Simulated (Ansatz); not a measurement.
The cell of SnSe (Fm-3m, No. 225). Source of the atomic positions: the geometry relaxed with Ansatz, DFT LDA, scalar-relativistic, plane waves, PAW.

```cif
data_structure
_symmetry_space_group_name_H-M 'Fm-3m'
_symmetry_Int_Tables_number 225
_cell_length_a 5.8933
_cell_length_b 5.8933
_cell_length_c 5.8933
_cell_angle_alpha 90.000
_cell_angle_beta 90.000
_cell_angle_gamma 90.000
_cell_volume 204.68
loop_
_atom_site_label
_atom_site_type_symbol
_atom_site_symmetry_multiplicity
_atom_site_Wyckoff_symbol
_atom_site_fract_x
_atom_site_fract_y
_atom_site_fract_z
_atom_site_occupancy
Sn1 Sn 4 a 0.00000 0.00000 0.00000 1
Se1 Se 4 b 0.50000 0.00000 0.00000 1
```

At each point the valence sum V of a Mg2+ ion is computed from the anions within 5 Å (s = exp((R0 − d)/b), R0 fitted to published crystal structures with b = 0.37 Å; R0: Mg2+–Se 2.317 Å). Points too close to the other cations are excluded (2.1 Å from Sn). Mg2+ is a guest here, not part of the formula. This is an empirical screen for pathways, not an energy calculation.

> Along which directions could Mg2+ move by this screen?

No path opens below 1.4 v.u. These are grid estimates, good to about 0.1 v.u.

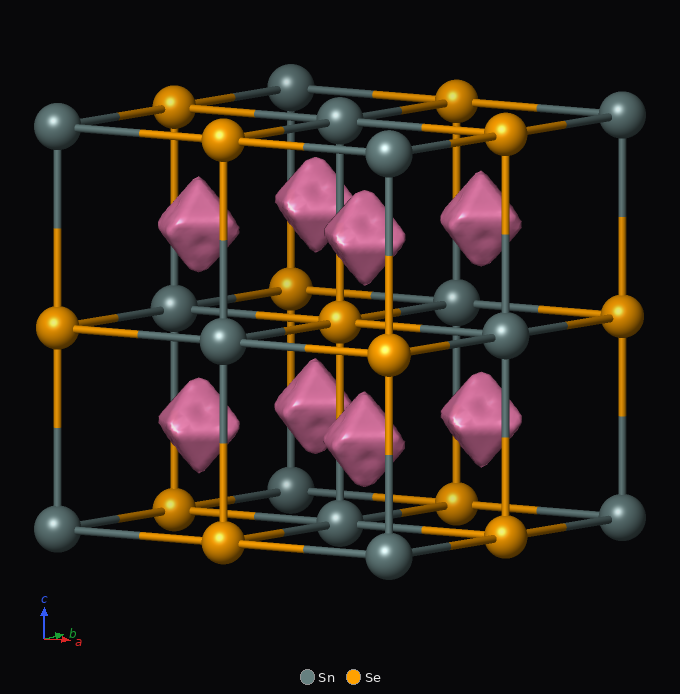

Bond-valence mismatch map for Mg2+ in SnSe in space group Fm-3m: the pink surface encloses the points where |V − 2| < 1 v.u. (1×1×1 cells, view from a free direction). Pale faces close the region where the drawn box cuts it.
